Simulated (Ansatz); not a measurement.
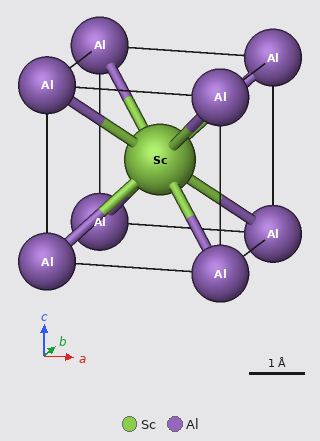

Lattice vibrations of solid ScAl at 1.02 times its rest volume, space group Pm-3m (No. 221), at the zone centre. The picture is a ball-and-stick view of the cell of the calculation, seen slightly off an axis.

Theory: Ansatz 0.2.0, DFT LDA, scalar-relativistic, plane waves, PAW. (plane-wave cutoff 420 eV; k-point mesh 12 × 12 × 12; occupations fermi dirac; smearing width 0.15 eV; no spin polarisation)

The frequencies depend somewhat on the k-mesh and the smearing.

Q: Which optical modes does it have, at what frequencies, and is it stable there?

A: The calculation's cell holds 2 atoms, so there are 3 optical modes, in 1 level. The optical modes span T₁u. No level is unstable.

```csv
level,symmetry,frequency (cm⁻¹),activity
1,T₁u,286,infrared-active
```

The crystal is a metal, so free carriers screen the infrared response.

The displacement patterns (one member of each degenerate set):

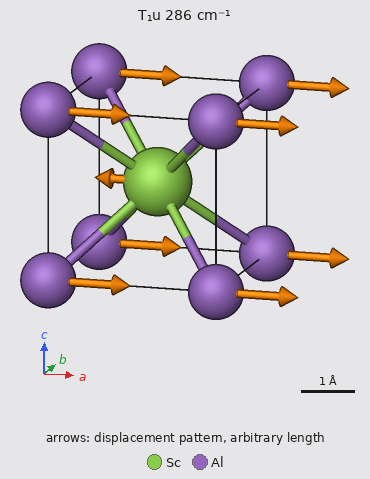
